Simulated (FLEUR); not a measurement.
# NiO (rocksalt) under tetragonal strain at constant volume: nickel moments and the balance of parallel and type-I order in all-electron PBE+U

A common rule of thumb says that strain leaves the local moment of a magnetic insulator nearly untouched and acts on the coupling between the moments. NiO is a fair test, since its thin films serve as antiferromagnetic layers in spintronic devices and take up strain from their substrate. Here the cell is stretched or compressed along z at constant volume, a simplification, because a real film also changes its volume. Two quantities are followed against the unstrained cell: the spin moment inside the nickel sphere, and the free energy of the antiparallel type-I order less that of the parallel order, per nickel atom. A positive difference means that the parallel order is lower. The measured ground order of NiO is type II, which is neither of these two.

## Set-up

NiO (rocksalt): the measured cell (COD); 2 atoms in the primitive cell, fractional positions held. First order: parallel (+); second order: antiparallel (+-, cell doubled at q=(0,1/2,1/2)), q in fractions of the reciprocal vectors of the primitive cell. FLEUR MaX-R8.1, all-electron FLAPW in bulk geometry, scalar-relativistic valence, PBE with U = 6 eV on Ni d (double counting: FLL), basis cutoff 4.4 1/bohr, density cutoff 13.2 1/bohr, Fermi-Dirac smearing of 0.05 eV, muffin-tin radii Ni 2.21, O 1.25 bohr. Local moments are those inside the muffin-tin spheres. Collinear spins without spin-orbit coupling, 8x8x8 k-points for the first order in every row. The same in all rows: net spin moment of the whole primitive cell, first order: 2.000 μB/cell.

Notes on method and selection:

- Each run ends in the state reached from its typed start, which may not be the lowest.
- The spheres keep their radius, so sphere moments at unlike sizes cover unlike shares of space.
- The two orders are a test pair; neither need be the ground order.
- In rocksalt, q = (0,1/2,1/2) is the type-I order and q = (0,0,1/2) the type-II order.
- Runs that did not converge, have known faults or may not be shown are not listed, and runs on Ansatz's PAW sets soft_1 and soft_2 are kept to separate tables.

Columns:

- tetragonal strain factor: tetragonal strain: length of the cell along z (the main axis or a cube axis) over its starting value, the other two axes scaled to keep the volume.
- band gap (eV): Kohn-Sham band gap of the first order on its k-point mesh; set to zero under 0.1 eV or twice the smearing width (level spacings that a finite mesh gives in a metal), blank from there to 0.3 eV, where the mesh cannot tell.
- moment, second order (μB): largest spin moment inside a sphere, second order.
- largest local moment (μB): largest spin moment inside a sphere, first order.
- second less first (meV): free energy of the second order less the first, per magnetic atom, where the second keeps its moments.
- energy of strained cell (meV/cell): free energy of the strained cell in the first order above its lowest row, per primitive cell; its curvature gives the elastic constant of the tetragonal shear.

## Table of results

| member | tetragonal strain factor | band gap (eV) | moment, second order (μB) | largest local moment (μB) | second less first (meV) | energy of strained cell (meV/cell) |
| --- | --- | --- | --- | --- | --- | --- |
| tetragonal strain factor 0.9 | 0.90 | 0.67 | 1.789 | 1.780 | 8.68 | 319.3 |
| tetragonal strain factor 0.93 | 0.93 | 1.28 | 1.795 | 1.786 | 9.07 | 135.1 |
| tetragonal strain factor 0.96 | 0.96 | 1.87 | 1.798 | 1.789 | 9.24 | 46.5 |
| tetragonal strain factor 0.98 | 0.98 | 2.21 | 1.799 | 1.790 | 9.23 | 7.3 |
| tetragonal strain factor 1 | 1.00 | 2.35 | 1.800 | 1.791 | 9.16 | 0.0 |
| tetragonal strain factor 1.02 | 1.02 | 2.20 | 1.799 | 1.790 | 9.06 | 4.0 |
| tetragonal strain factor 1.04 | 1.04 | ? | ? | ? | ? | ? |
| tetragonal strain factor 1.07 | 1.07 | 1.37 | 1.797 | 1.788 | 8.52 | 95.1 |
| tetragonal strain factor 1.1 | 1.10 | 0.90 | 1.794 | 1.785 | 7.96 | 193.2 |

Cells marked ? are withheld until the estimate has been made.

## The trend and its physics

The first half of the rule holds. In the parallel order the nickel moment is 1.791 μB in the unstrained cell, 1.780 μB at factor 0.90 and 1.785 μB at 1.10, a loss of at most 0.6 %. The cell moment of 2.000 μB, the same in every row, fits a nickel ion that keeps two unpaired electrons in its e_g orbitals throughout.

The energy difference responds more strongly. It stays positive in every row shown, but falls from 9.16 meV at factor 1.00 to 7.96 meV at 1.10, or by 13 %. Compression to 0.90 lowers it by only 5 %, and the largest values, 9.24 and 9.23 meV, lie at 0.96 and 0.98. Across the unstrained cell the slope is (9.06 − 9.23) / 0.04 = −4.25 meV per unit of strain factor.

Such a slope is allowed because the ferromagnetic sheets of the type-I order stand parallel to z. Of the twelve nearest nickel neighbours, eight are reversed: four in the xy plane, whose distance shrinks on stretching, and four in a plane containing z, whose distance grows half as fast. The two changes do not cancel. The sign would follow if the net parallel coupling weakens as nickel atoms approach each other, which is a possible cause. For sheets lying across z, symmetry demands a slope of opposite sign and twice the size.

The strong coupling through oxygen along straight Ni–O–Ni lines joins second neighbours, which are parallel in both orders. It therefore drops out of the difference, which is why a few meV here say little about the stability of the type-II order.

The strain energy is less regular. Its curvature is (7.3 + 4.0) / 0.02² = 28250 meV from the rows at ±0.02, but (319.3 + 193.2) / 0.10² = 51250 meV from those at ±0.10. No elastic constant should therefore be taken from the central rows.

## An estimate before looking

Plain estimates from the members shown:

- tetragonal strain factor 1.04, straight-line interpolation between tetragonal strain factor 1.02 and tetragonal strain factor 1.07: w = (1.04 − 1.02) / (1.07 − 1.02) = 0.400, so 9.06 + 0.400 × (8.52 − 9.06) = 8.84 meV

The straight-line estimate of 8.84 meV at factor 1.04 must be somewhat low, because the difference bends downward on stretching and a chord lies beneath such a curve. The moments on either side differ by only 0.002 μB and the gap stays open, so there is no sign of a change of electronic state that would call for a further shift.

The bend follows from the rows at 1.02, 1.07 and 1.10. The slopes are (8.52 − 9.06) / 0.05 = −10.8 and (7.96 − 8.52) / 0.03 = −18.67 meV per unit of strain factor. Their change over the full span is (18.67 − 10.80) / 0.08 = 98 meV. The correction to the chord is 98 × 0.02 × 0.03 = 0.06 meV, which gives 8.84 + 0.06 = 8.90 meV.

The mirror-image rows at 0.90, 0.93 and 0.98 provide a trial. For factor 0.96 the chord gives 9.07 + 0.6 × (9.23 − 9.07) = 9.166 meV. The slopes are (9.07 − 8.68) / 0.03 = 13.0 and (9.23 − 9.07) / 0.05 = 3.2 meV per unit of strain factor, so the correction is (13.0 − 3.2) / 0.08 × 0.02 × 0.03 = 0.0735 meV. The sum, 9.166 + 0.0735 = 9.24 meV, agrees with the table. A parabola through 0.93, 0.98 and 1.00 uses the slope (9.16 − 9.23) / 0.02 = −3.5 instead of the outer one. Its correction is (3.2 + 3.5) / 0.07 × 0.02 × 0.03 = 0.057 meV, which gives 9.166 + 0.057 = 9.22 meV, a miss of 0.02 meV. That larger miss is taken as the standard deviation.

**Committed estimate, tetragonal strain factor 1.04: second less first = 8.90 ± 0.02 meV.**

## Result

| member | tetragonal strain factor | band gap (eV) | moment, second order (μB) | largest local moment (μB) | second less first (meV) | energy of strained cell (meV/cell) |
| --- | --- | --- | --- | --- | --- | --- |
| tetragonal strain factor 1.04 | 1.04 | 1.87 | 1.799 | 1.790 | 8.88 | 22.5 |

| member | estimate | second less first (meV) | computed | estimate − computed | miss in error bars |
| --- | --- | --- | --- | --- | --- |
| tetragonal strain factor 1.04 | committed | 8.90 | 8.88 | +0.02 | 1.0 |
| tetragonal strain factor 1.04 | interpolation | 8.84 | 8.88 | −0.04 |  |

second less first (meV) against tetragonal strain factor (numbers count the rows of the first table from the top):

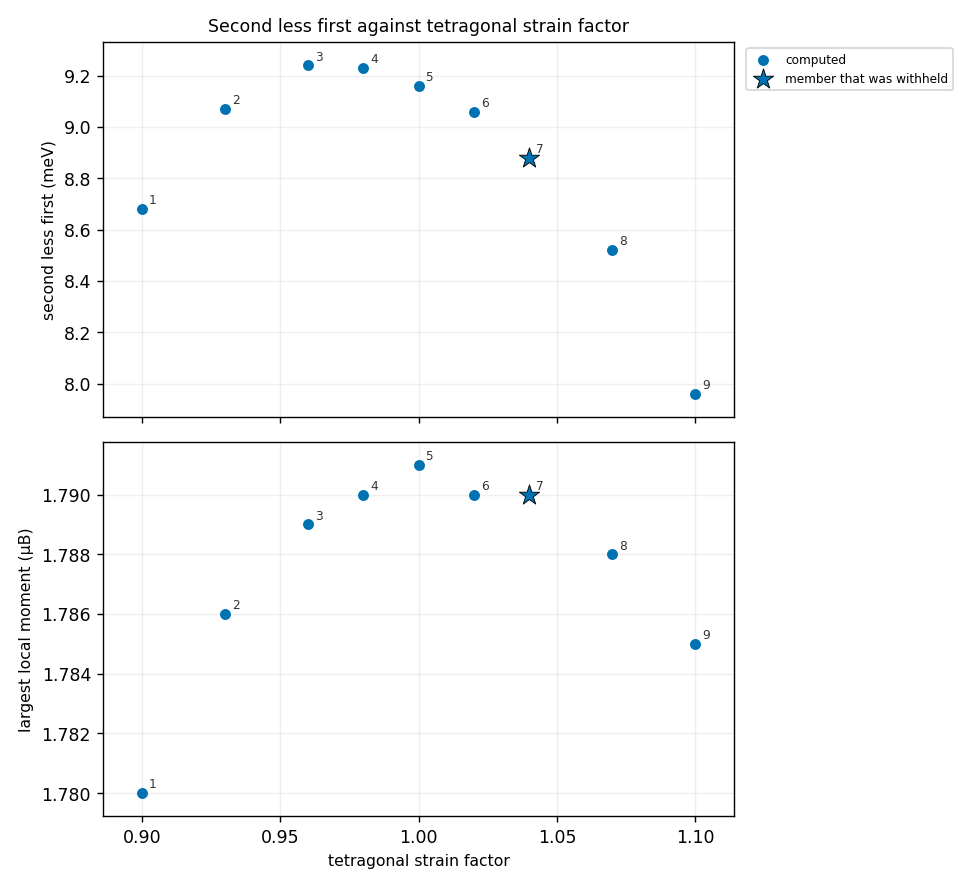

The estimate of 8.90 meV lies 0.02 meV above the computed 8.88 meV, at the edge of its error bar. It is nearer than the straight-line interpolation, which is 0.04 meV too low.

The downward bend was rightly foreseen, but its size was overstated. The correction used a bend of 98 meV, taken from rows reaching out to factor 1.10. With the new row, the slopes on either side of 1.04 are (8.88 − 9.06) / 0.02 = −9.0 and (8.52 − 8.88) / 0.03 = −12.0 meV per unit of strain factor, so the bend there is (12.0 − 9.0) / 0.05 = 60 meV.

The moments, 1.790 and 1.799 μB, and the open gap give no sign of a change of electronic state. The result shows that the energy difference varies smoothly with strain. It does not test the proposed cause, a parallel coupling that weakens as nickel atoms approach each other, since any smooth dependence would have served the interpolation equally well.

## Outliers

In the energy difference between the two orders no row stands out: its slope falls steadily from the most compressed cell to the most stretched one.

The strain energy of the parallel order is rougher. The rows at 0.96 and 1.04 differ by 46.5 − 22.5 = 24.0 meV per cell. If the asymmetry grew as the cube of the strain, the pair at 0.93 and 1.07 would lead one to expect only (135.1 − 95.1) × (0.04 / 0.07)³ = 7.5 meV. The curvature is uneven too: the pair at ±0.04 gives (46.5 + 22.5) / 0.04² = 43125 meV, against 28250 meV from the pair at ±0.02. An unstrained row that lies a few meV too high against its neighbours would produce such a low central value.

The likeliest reason is numerical. At a fixed cutoff the number of basis functions changes in steps as the cell changes shape, which can shift total energies by several meV. Both orders are computed at the same shape and cutoff, so most of this error should cancel in their difference, in keeping with the smooth course of that column.

## Conclusions

Between strain factors 0.90 and 1.10 the nickel moment is nearly constant, while the energy difference between the two orders changes smoothly and stays positive. A new member inside this range, with neighbours a few hundredths away, can be interpolated to a few hundredths of a meV.

For a film, factor 1.04 means an in-plane length of 1 / √1.04 = 0.981, a compression of 1.9 %. With the ferromagnetic sheets parallel to z, this lowers the energy difference by 9.16 − 8.88 = 0.28 meV per nickel atom, or 3 %, and the moment by only 0.001 μB. With the sheets across z, the difference would rise at small strain instead. A real film would also change its volume, which adds a contribution of its own.

The largest omission is the type-II order, in which second neighbours coupled through oxygen are antiparallel. It is the measured ground order, and the coupling that favours it drops out of the difference followed here. The strain dependence of the Néel temperature therefore cannot be read from this series.
